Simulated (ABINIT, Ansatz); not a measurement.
## VBiO4 (Clinobisvanite): changed settings of a GW run in ABINIT

Aim: change inputs of a GW run on VBiO4 (Clinobisvanite) and see what moves.

Main program and level: ABINIT 10.8.3; LDA and many-body steps on it, plane waves.

**1. The structure**

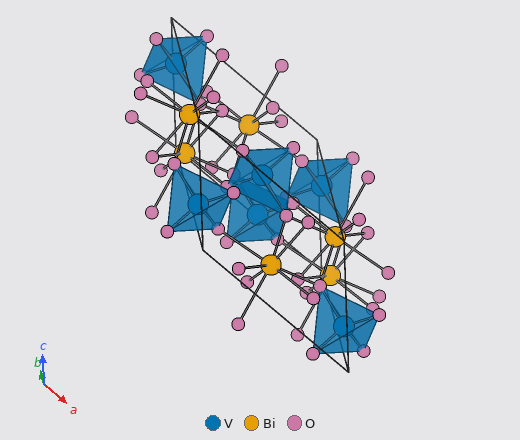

Start, viewed slightly off an axis; vanadium blue, bismuth orange, oxygen pink. This picture shows the conventional cell, with its axes. Some periodic images of atoms are drawn too.

Coordinates:

```cif
data_structure
_symmetry_space_group_name_H-M 'C2/c'
_symmetry_Int_Tables_number 15
_cell_length_a 7.2472
_cell_length_b 11.6972
_cell_length_c 5.0898
_cell_angle_alpha 90.000
_cell_angle_beta 134.225
_cell_angle_gamma 90.000
_cell_volume 309.20
loop_
_atom_site_label
_atom_site_type_symbol
_atom_site_symmetry_multiplicity
_atom_site_Wyckoff_symbol
_atom_site_fract_x
_atom_site_fract_y
_atom_site_fract_z
_atom_site_occupancy
V1 V 4 e 0.50000 0.63000 0.25000 1
Bi1 Bi 4 e 0.00000 0.63350 0.25000 1
O1 O 8 f 0.64650 0.70820 0.13880 1
O2 O 8 f 0.76060 0.94930 0.37960 1
```

The cell and positions come from the Crystallography Open Database and are kept as given unless a step says otherwise. Spin-orbit coupling is left out unless a step names it.

**2. Screening, 2×2×4 mesh, 162 bands, screening to 114.3 eV**

This step: ABINIT 10.8.3; RPA screening on LDA, plane waves, norm-conserving pseudopotentials.

The RPA dielectric matrix is built and inverted for each q.

Input file run.abi:

```
acell 3*1.0 Angstrom
rprim 
  3.623583094700 -5.848600000000 -0.000000000000
  3.623583094700 5.848600000000 0.000000000000
  -3.550011012700 0.000000000000 3.647394391800
ntypat 3
znucl 23 83 8
natom 12
typat 1 1 2 2 3 3 3 3 3 3 3 3
xred 
  0.870000000000 0.130000000000 0.750000000000
  0.130000000000 0.870000000000 0.250000000000
  0.366500000000 0.633500000000 0.750000000000
  0.633500000000 0.366500000000 0.250000000000
  0.938300000000 0.354700000000 0.638800000000
  0.645300000000 0.061700000000 0.861200000000
  0.061700000000 0.645300000000 0.361200000000
  0.354700000000 0.938300000000 0.138800000000
  0.811300000000 0.709900000000 0.879600000000
  0.290100000000 0.188700000000 0.620400000000
  0.188700000000 0.290100000000 0.120400000000
  0.709900000000 0.811300000000 0.379600000000
pp_dirpath "pseudos"
pseudos "V.upf, Bi.upf, O.upf"
ecut 42
ngkpt 2 2 4
nshiftk 1
shiftk 0 0 0
kptopt 1
chksymbreak 0
istwfk *1
occopt 1
irdwfk 1
optdriver 3
nband 162
ecuteps 4.2
inclvkb 2
awtr 1
symchi 1
indata_prefix "in"
outdata_prefix "out"
tmpdata_prefix "tmp"
```

Run with:

```
$ OMP_NUM_THREADS=1 mpirun -n 16 abinit run.abi > log
```

The program printed:

```text
.Version 10.8.3 of ABINIT. v10.8.2 released Aug 2026.

 Symmetries : space group C2/c (# 15); Bravais mC (1-face-center monocl.)
[... echo of the input left out ...]
== DATASET  1 ==================================================================
-   mpi_nproc: 16, omp_nthreads: 1 (-1 if OMP is not activated)

--- !DatasetInfo
iteration_state: {dtset: 1, }
dimensions: {natom: 12, nkpt: 9, mband: 162, nsppol: 1, nspinor: 1, nspden: 1, mpw: 13589, }
cutoff_energies: {ecut:  42.0, pawecutdg:  -1.0, }
electrons: {nelect:   1.20000000E+02, charge:   0.00000000E+00, occopt:   1.00000000E+00, tsmear:   1.00000000E-02, }

 SCREENING: Calculation of the susceptibility and dielectric matrices

 Based on a program developped by R.W. Godby, V. Olevano, G. Onida, and L. Reining.
 Incorporated in ABINIT by V. Olevano, G.-M. Rignanese, and M. Torrent.
.Using double precision arithmetic ; gwpc =  8

[... cell and pseudopotentials left out ...]
--------------------------------------------------------------------------------

 ==== K-mesh for the wavefunctions ====
 Number of points in the irreducible wedge :     9
[... list of points left out ...]
 Together with  4 symmetry operations and time-reversal symmetry
 yields    16 points in the full Brillouin Zone.

 ==== Q-mesh for the screening function ====
 Number of points in the irreducible wedge :     9
[... list of points left out ...]
 Together with  4 symmetry operations and time-reversal symmetry
 yields    16 points in the full Brillouin Zone.

 setmesh: FFT mesh size selected  =    40x   40x   30
          total number of points  =        48000

 vcoul_init : cutoff-mode = AUXILIARY_FUNCTION
 q-points for optical limit:   1
     1)      0.000010    0.000020    0.000030

- screening: taking advantage of time-reversal symmetry
- Maximum band index for partially occupied states nbvw = 60
- Remaining bands to be divided among processors   nbcw = 102
- Number of bands treated by each node ~6

 Number of electrons calculated from density =  120.0000; Expected =  120.0000
 average of density, n =  0.115022
 r_s =    1.2756
 omega_plasma =   32.7150 [eV]

 calculating chi0 at frequencies [eV] :
  1    0.000000E+00    0.000000E+00
  2    0.000000E+00    3.271497E+01

--------------------------------------------------------------------------------
  q-point number  1        q = ( 0.000000, 0.000000, 0.000000) [r.l.u.]
--------------------------------------------------------------------------------
[... chi0 elements left out ...]
 For q-point:  0.000010 0.000020 0.000030
  dielectric constant =   7.3071
  dielectric constant without local fields =   8.4635

  Average fulfillment of the sum rule on Im[epsilon] for q-point    1 :     41.69  [%]
[... wings left out ...]
  q-point number  2        q = ( 0.500000, 0.000000, 0.000000) [r.l.u.]
--------------------------------------------------------------------------------
[... chi0 elements left out ...]
  Average fulfillment of the sum rule on Im[epsilon] for q-point    2 :     47.61  [%]

 [... 7 further q-points ...]
```

Wall time 4.6 min (16 MPI ranks of Arm Neoverse N1, shared host); peak memory 13 GiB; 74 min of CPU time.

Numbers from this step:

| Item | Value |
| --- | --- |
| ε∞ with local fields, on this mesh, along the program's q direction | 7.307 |
| the same without local fields | 8.463 |
| plasma frequency | 32.72 eV |
| plane waves in the screening matrix | 419 |

Local fields lower ε∞ by 14 %. On a Γ-centred mesh this coarse the value itself is usually too large, while a short band sum pulls it down.

**3. Base**

The self-energy is evaluated for the states that the input lists, and the levels follow from it, in one-shot runs by the linearised quasiparticle equation.

This step: G0W0 on LDA, plane waves, norm-conserving pseudopotentials.

run.abi, as its differences from that of step 2:

```diff
@@ -33,8 +33,21 @@
 irdwfk 1
-optdriver 3
+optdriver 4
 nband 162
+gwcalctyp 0
+ecutsigx 42
+symsigma 1
+nkptgw 4
+kptgw 
+  0.0000000000 0.0000000000 0.2500000000
+  0.5000000000 0.0000000000 0.5000000000
+  0.5000000000 0.0000000000 0.0000000000
+  0.0000000000 0.0000000000 0.0000000000
+bdgw 
+  59 62
+  59 62
+  59 62
+  59 62
 ecuteps 4.2
-inclvkb 2
-awtr 1
-symchi 1
+irdscr 1
+ppmodel 1
 indata_prefix "in"
```

The program printed:

```text
.Version 10.8.3 of ABINIT. v10.8.2 released Aug 2026.

 Symmetries : space group C2/c (# 15); Bravais mC (1-face-center monocl.)
[... echo of the input left out ...]
== DATASET  1 ==================================================================
-   mpi_nproc: 16, omp_nthreads: 1 (-1 if OMP is not activated)

--- !DatasetInfo
iteration_state: {dtset: 1, }
dimensions: {natom: 12, nkpt: 9, mband: 162, nsppol: 1, nspinor: 1, nspden: 1, mpw: 13589, }
cutoff_energies: {ecut:  42.0, pawecutdg:  -1.0, }
electrons: {nelect:   1.20000000E+02, charge:   0.00000000E+00, occopt:   1.00000000E+00, tsmear:   1.00000000E-02, }

 SIGMA: Calculation of the GW corrections

 Based on a program developped by R.W. Godby, V. Olevano, G. Onida, and L. Reining.
 Incorporated in ABINIT by V. Olevano, G.-M. Rignanese, and M. Torrent.
.Using double precision arithmetic ; gwpc =  8

[... cell and pseudopotentials left out ...]
--------------------------------------------------------------------------------

 ==== K-mesh for the wavefunctions ====
 Number of points in the irreducible wedge :     9
[... list of points left out ...]
 Together with  4 symmetry operations and time-reversal symmetry
 yields    16 points in the full Brillouin Zone.

 ==== Q-mesh for screening function ====
 Number of points in the irreducible wedge :     9
[... list of points left out ...]
 Together with  4 symmetry operations and time-reversal symmetry
 yields    16 points in the full Brillouin Zone.

 vcoul_init : cutoff-mode = AUXILIARY_FUNCTION
 q-points for optical limit:   1
     1)      0.000010    0.000020    0.000030
 setmesh: FFT mesh size selected  =    60x   60x   48
          total number of points  =       172800

 Number of electrons calculated from density =  120.0000; Expected =  120.0000
 average of density, n =  0.115022
 r_s =    1.2756
 omega_plasma =   32.7150 [eV]

 === KS Band Gaps ===
  >>>> For spin  1
   Minimum direct gap =   2.3811 [eV], located at k-point      :   0.5000  0.0000  0.0000
   Fundamental gap    =   2.3246 [eV], Top of valence bands at :   0.0000  0.0000  0.2500
                                       Bottom of conduction at :   0.5000  0.0000  0.5000
 SIGMA fundamental parameters:
 PLASMON POLE MODEL  1
 number of plane-waves for SigmaX                13521
 number of plane-waves for SigmaC and W            419
 number of plane-waves for wavefunctions         13521
 number of bands                                   162
 number of independent spin polarizations            1
 number of spinorial components                      1
 number of k-points in IBZ                           9
 number of q-points in IBZ                           9
 number of symmetry operations                       4
 number of k-points in BZ                           16
 number of q-points in BZ                           16
 number of frequencies for dSigma/dE                 9
 frequency step for dSigma/dE [eV]                0.25
 number of omega for Sigma on real axis              0
 max omega for Sigma on real axis  [eV]           0.00
 zcut for avoiding poles [eV]                     0.10

 EPSILON^-1 parameters (SCR file):
 dimension of the eps^-1 matrix on file            419
 dimension of the eps^-1 matrix used               419
 number of plane-waves for wavefunctions         13521
 number of bands                                   162
 number of q-points in IBZ                           9
 number of frequencies                               2
 number of real frequencies                          1
 number of imag frequencies                          1

 matrix elements of self-energy operator (all in [eV])

 Perturbative Calculation

--- !SelfEnergy_ee
iteration_state: {dtset: 1, }
kpoint     : [   0.000,    0.000,    0.250, ]
spin       : 1
KS_gap     :    2.627
QP_gap     :    3.942
Delta_QP_KS:    1.315
data: !SigmaeeData |
     Band     E0 <VxcDFT>   SigX SigC(E0)      Z dSigC/dE  Sig(E)    E-E0       E
       59   4.879 -19.724 -24.209   5.002   0.767  -0.304 -19.327   0.397   5.275
       60   5.384 -19.614 -22.603   3.751   0.781  -0.281 -19.019   0.595   5.979
       61   8.011 -20.594 -14.004  -4.134   0.778  -0.286 -18.684   1.910   9.920
       62   8.173 -21.252 -14.454  -4.209   0.775  -0.291 -19.246   2.006  10.179

--- !SelfEnergy_ee
iteration_state: {dtset: 1, }
kpoint     : [   0.500,    0.000,    0.500, ]
spin       : 1
KS_gap     :    2.462
QP_gap     :    3.838
Delta_QP_KS:    1.375
data: !SigmaeeData |
     Band     E0 <VxcDFT>   SigX SigC(E0)      Z dSigC/dE  Sig(E)    E-E0       E
       59   4.988 -19.874 -24.006   4.717   0.770  -0.299 -19.424   0.451   5.439
       60   5.246 -19.529 -22.513   3.720   0.783  -0.277 -18.953   0.576   5.822
[...]
--- !SelfEnergy_ee
iteration_state: {dtset: 1, }
kpoint     : [   0.500,    0.000,    0.000, ]
spin       : 1
KS_gap     :    2.381
QP_gap     :    3.739
Delta_QP_KS:    1.358
data: !SigmaeeData |
     Band     E0 <VxcDFT>   SigX SigC(E0)      Z dSigC/dE  Sig(E)    E-E0       E
[...]
--- !SelfEnergy_ee
iteration_state: {dtset: 1, }
kpoint     : [   0.000,    0.000,    0.000, ]
spin       : 1
KS_gap     :    2.965
QP_gap     :    4.514
Delta_QP_KS:    1.548
data: !SigmaeeData |
     Band     E0 <VxcDFT>   SigX SigC(E0)      Z dSigC/dE  Sig(E)    E-E0       E
[...]
60   5.001 -20.090 -24.285   4.798   0.771  -0.297 -19.625   0.465   5.465
       61   7.966 -20.896 -14.115  -4.192   0.778  -0.286 -18.883   2.013   9.979
       62   8.407 -21.599 -14.724  -4.236   0.772  -0.296 -19.563   2.037  10.443

== END DATASET(S) ==============================================================
================================================================================

 -outvars: echo values of variables after computation  --------
           etotal      0.0000000000E+00
            nband         162
             nkpt           9
          spgroup          15
 [... the other variables as echoed above ...]

 Calculation completed.
```

Run time: 44 s. Hardware: 16 MPI ranks; peak memory 5.7 GiB.

Numbers from this step:

```yaml
g0w0_gap_on_the_mesh: 3.681 eV
starting_gap_on_the_mesh: 2.325 eV
k_of_the_valence_top: 0, 0, 0.25
k_of_the_conduction_bottom: 0.5, 0, 0.5
z_at_the_valence_top: 0.781
z_at_the_conduction_bottom: 0.777
least_direct_g0w0_gap_on_the_computed_points: 3.740 eV
```

The gap on the mesh goes from 2.32 eV to 3.68 eV, a correction of +1.36 eV.

**4. Another k mesh than the file's**

run.abi, as its differences from that of step 3:

```diff
@@ -25,3 +25,3 @@
 ecut 42
-ngkpt 2 2 4
+ngkpt 3 3 5
 nshiftk 1
```

The program printed:

```text
.Version 10.8.3 of ABINIT. v10.8.2 released Aug 2026.

 Symmetries : space group C2/c (# 15); Bravais mC (1-face-center monocl.)
================================================================================
 Values of the parameters that define the memory need of the present run
     intxc =       0    ionmov =       0      iscf =       7    lmnmax =       6
     lnmax =       6     mgfft =      80  mpssoang =       3    mqgrid =    3001
     natom =      12  nloc_mem =       1    nspden =       1   nspinor =       1
    nsppol =       1      nsym =       4    n1xccc =    2501    ntypat =       3
    occopt =       1   xclevel =       1
-    mband =         162        mffmem =           1         mkmem =           1
       mpw =       13585          nfft =      384000          nkpt =          16
================================================================================
  Rough estimation (10% accuracy) of disk space for files :
================================================================================

--------------------------------------------------------------------------------
------------- Echo of variables that govern the present computation ------------
--------------------------------------------------------------------------------
 -outvars: echo values of preprocessed input variables --------
            acell      1.8897261259E+00  1.8897261259E+00  1.8897261259E+00 Bohr

             bdgw          59      62      59      62      59      62      59      62
      chksymbreak           0
             ecut      4.20000000E+01 Hartree
          ecuteps      4.20000000E+00 Hartree
         ecutsigx      4.20000000E+01 Hartree
          ecutwfn      4.20000000E+01 Hartree
-          fftalg         312
           irdscr           1
[...]
Unit cell volume ucvol=  1.0432766E+03 bohr^3
 Angles (23,13,12)=  1.11551715E+02  1.11551715E+02  1.16438255E+02 degrees

--- Pseudopotential description ------------------------------------------------
- V Generated using ONCVPSP code by D. R. Hamann
- 23.00000  13.00000  180309                  znucl, zion, pspdat
12 -1012 2 -1 1518                            pspcod,pspxc,lmax,lloc,mmax
     nproj     2     2     2
  pspatm : epsatm=   13.97969020
         --- l  ekb(1:nproj) -->
[...]
pspatm: atomic psp has been read  and splines computed

- Bi Generated using ONCVPSP code by D. R. Hamann
- 83.00000  23.00000  180309                  znucl, zion, pspdat
12 -1012 2 -1 1454                            pspcod,pspxc,lmax,lloc,mmax
     nproj     2     2     2
  pspatm : epsatm=   28.50282335
         --- l  ekb(1:nproj) -->
[...]
pspatm: atomic psp has been read  and splines computed

- O Generated using ONCVPSP code by D. R. Hamann
-  8.00000   6.00000  201201                  znucl, zion, pspdat
12 -1012 2 -1 926                             pspcod,pspxc,lmax,lloc,mmax
     nproj     2     2     1
  pspatm : epsatm=    6.24525921
         --- l  ekb(1:nproj) -->
             0    7.204246    0.988881
             1   -5.310798   -1.313052
             2   -1.033686
 pspatm: atomic psp has been read  and splines computed

   1.61912521E+04                                ecore*ucvol(ha*bohr**3)
--------------------------------------------------------------------------------

--- !ERROR
message: |
    Cannot continue, basic dimensions/parameters reported in the header do not agree with input file.
    Check consistency between the content of the WFK external file and the input file.

--- !ERROR
message: |
    Cannot continue, basic dimensions/parameters reported in the header do not agree with input file.
    Check consistency between the content of the WFK external file and the input file.

--- from the log ---
Cannot continue, basic dimensions/parameters reported in the header do not agree with input file.
    Check consistency between the content of the WFK external file and the input file.
```

Wall time 4.3 s (16 MPI ranks); peak memory 0.7 GiB.

The run stopped with an error after 4.3 s.

The program's words: Cannot continue, basic dimensions/parameters reported in the header do not agree with input file. Check consistency between the content of the WFK external file and the input file.

The fault put into this input: another k mesh than the file's.

**5. Side by side**

Times are wall times on 16 MPI ranks of Arm Neoverse N1, shared host, good to a factor of about two. A run's time includes the screening step that it read.

```tsv
run	mesh	bands	screening cutoff (eV)	DFT gap (eV)	gap on the mesh (eV)	direct (eV)	ε∞ used	time
base	2×2×4	162	114.3	2.325	3.681	3.740	7.31	5.4 min
```

**6. Results**

```yaml
base: 3.681 eV
known_limits: not at the basis limit; no spin polarisation; d states lean on the start; no spin-orbit coupling; coarse k mesh
```

Bands and cutoff are finite, so the gap is not at the basis limit. The miss can reach some tenths of an eV and take either sign; the mesh is an error of its own. A denser mesh or path gives a starting gap of 2.22 eV: the GW mesh misses a band edge, so its gaps are not the fundamental one. The 2×2×4 mesh is coarse for this cell, which bears on the long-range parts of exchange and screening. Where an edge is built on 6p states of lead, bismuth or thallium, scalar-relativistic gaps usually stand too wide, by a few tenths to over one eV. The runs have no spin polarisation. For a closed low-spin shell that is the natural state; where a d or f shell is open it is a constraint, and the gap is then not the crystal's own. With d states at the gap, one-shot GW leans hard on its start. The many-body steps are scalar-relativistic: spin-orbit coupling is not in them.

[Paths, hosts, dates, memory and timing lines, banners, echoed tables and standing remarks are left out of the program output.]

[Logs are printed without paths, hosts, clocks, repeated set-up lines and the standing remarks that a program may print on its own settings, such as how far it seeks lower states.]

[Runs of the session that timed out or met a known fault of the program may be left out.]

[No measured gap is set beside runs whose start may be inverted or whose files or cutoffs have a known fault.]

[Hosts, paths, dates, database ids (printed as entryN), source tags and the programs' standing remarks are cut or masked in the printed files.]

[G0W0 gaps are taken among the corrected bands and points alone; a level outside them can change the order at an edge.]

[Where Ansatz stands beside ABINIT at settings called matched, ABINIT's density can come from a denser mesh and the files from another edition; pairs whose starting gaps differed by over 0.03 eV were left out, so agreement reads better than it is.]
